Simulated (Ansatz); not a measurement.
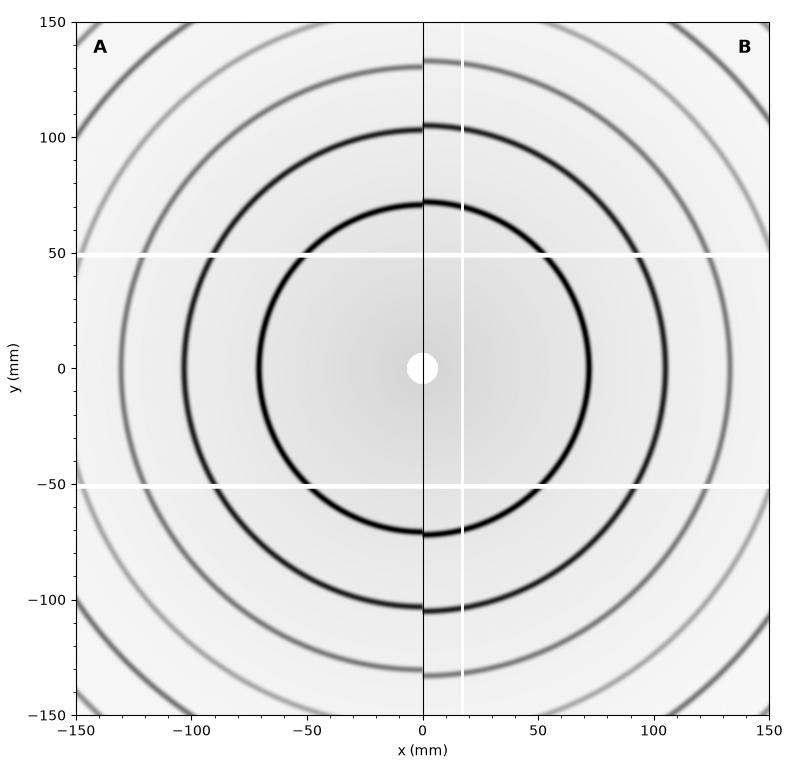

Simulated X-ray powder rings on a flat area detector normal to the beam: λ = 0.7107 Å, sample-to-detector distance 250 mm, axes in mm from the beam centre, for a fine-grained powder without texture. Kinematic intensities with B = 1.0 Å² for all atoms, without absorption; brightness goes as intensity to the power 0.5, clipped at the top. Reflections closer than the ring width show as one ring. The left and right halves show two different samples, each scaled to its strongest ring.

Both are Ir in Pm-3m, with cells of different size. Origins: A, the geometry relaxed with DFT, RPBE, plane waves (420 eV) with PAW, scalar-relativistic (Ansatz); the starting structure was generated, so it need not be a known form of this composition; B, the end point of a relaxation with DFT, PBEsol, plane waves (420 eV) with PAW, scalar-relativistic (Ansatz 0.2.0); the starting structure was generated, so it need not be a known form of this composition.

Q: Which half has the larger cell, and by how much?

A: Half A: the volume of B is 4.9 % smaller than that of A, and a larger cell draws the rings inwards on average.
A: a = 2.585 Å, b = 2.585 Å, c = 2.585 Å, α = 90.00°, β = 90.00°, γ = 90.00°; 100 at 70.8 mm (d = 2.59 Å), 110 at 103.1 mm (d = 1.828 Å), 111 at 130.4 mm (d = 1.493 Å).
B: a = 2.543 Å, b = 2.543 Å, c = 2.543 Å, α = 90.00°, β = 90.00°, γ = 90.00°; 100 at 72.0 mm (d = 2.54 Å), 110 at 105.1 mm (d = 1.798 Å), 111 at 133.0 mm (d = 1.468 Å).
